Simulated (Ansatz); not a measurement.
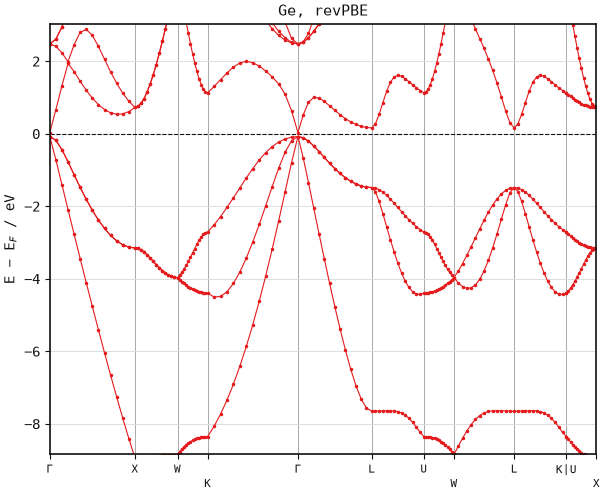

Band structure of diamond-type Ge, space group Fd-3m (No. 227), 2 atoms in the primitive cell (cubic a = 5.658 Å). Method: revPBE, Ansatz PAW, no spin polarisation, no spin-orbit coupling, 8×8×8 k mesh, 420 eV cutoff, Fermi-Dirac smearing of 0.05 eV (Ansatz 0.2.0). Energies are counted from the Fermi level.

A semiconductor. The gap along this path is 0.11 eV and direct: both edges lie at Γ. It is not wide against the smearing used. Three bands meet at the valence-band top at Γ: it is triply degenerate (spin aside). The direct gaps are 1.65 eV at L, 0.11 eV at Γ and 3.84 eV at K.

Spin-orbit coupling is left out, which matters for Ge. The PAW data sets were made with another functional. Measured Ge has an indirect gap, with the conduction bottom at L. LDA, GGA and most meta-GGA functionals understate gaps. The cell is at 5 GPa in this functional.
